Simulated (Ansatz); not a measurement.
## Electronic structure of GaAs in real space

Input file:

```
crystal:
  lattice:
    - [3.81014, 0.0, 0.0]
    - [0.0, 3.81014, 0.0]
    - [0.0, 0.0, 2.73891]
  atoms:
    - { symbol: Ga, position: [0.5, 0.5, 0.5] }
    - { symbol: As, position: [0.0, 0.0, 0.5] }
hamiltonian:
  xc: pbe0
  pseudopotentials: { kind: paw_fr }
magnetization:
  noncollinear: true
  spin_orbit: true
kpoints:
  mp_grid: { grid: [3, 3, 4] }
scf:
  occupations: { method: fermi_dirac, width: 0.05 }
output:
  forces: true
  stress: true
  eigenvalues: true
  write_density: true
  write_potential: true
  elf: true
  volumetric_format: npy
```

Below, planes, directions and counts refer to the conventional cell (a = 3.81 Å, b = 3.81 Å, c = 2.74 Å, α = 90.00°, β = 90.00°, γ = 90.00°).

Space group P4/mmm; a generated structure, not necessarily the stable one; computed pressure about −4 GPa in this cell.

Level of theory: Ansatz, Kohn-Sham DFT of a periodic cell, PBE0, spin-orbit coupling, Ansatz PAW.

The density is the valence pseudo-density of a PAW calculation; it isn't the true density close to the nuclei.

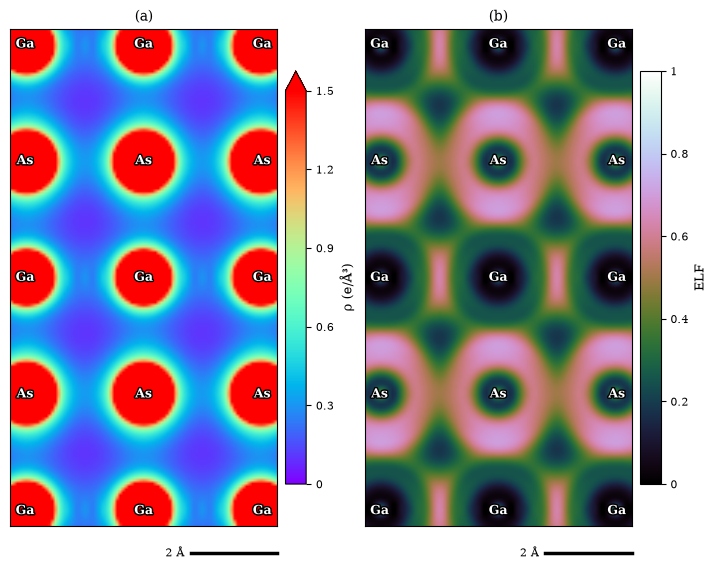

Figure 1. (a) valence pseudo-density; (b) electron localisation function on the (11̄0) plane of the conventional cell.

Q: Read the bonding off the picture.

A:
- Atoms in the plane: Ga and As.
- Ga–As (2.69 Å): ρ is about 0.31 e/Å³ halfway; the ELF peaks at about 0.70 between the atoms.
- Ga–Ga (2.74 Å): ρ at the midpoint is about 0.29 e/Å³; the ELF peaks at about 0.65 between the atoms.
- As–As (2.74 Å): ρ at the midpoint is about 0.31 e/Å³; the ELF is about 0.50 at the midpoint.
- Between the atoms the lowest density in this plane is 0.1 e/Å³.

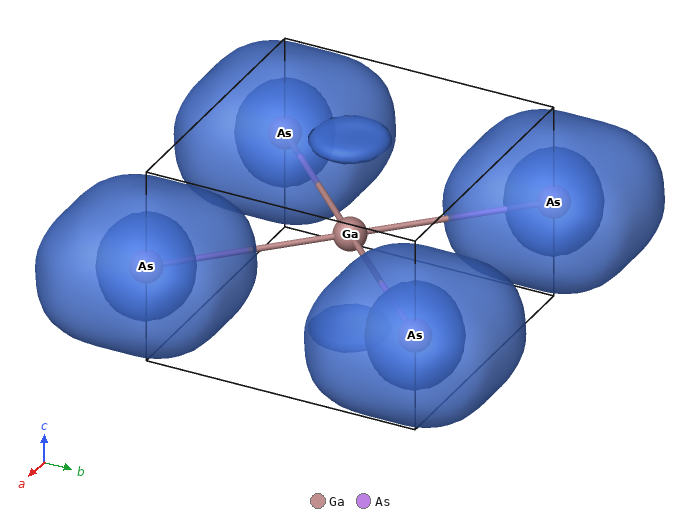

Figure 2. Isosurface of the electron localisation function at 0.55 (blue), seen at an oblique angle. Core shells and regions of very low density are left out. Sticks mark near contacts.

Q: Identify the bonds, lone pairs and shells in this picture.

A: At this value the surface marks out one region between bonded Ga–Ga atoms (shared pairs) and one region on As in which the atom's valence shell and bonds are merged, counted in one cell of 2 atoms. Any copies at cell faces, edges or corners count once.
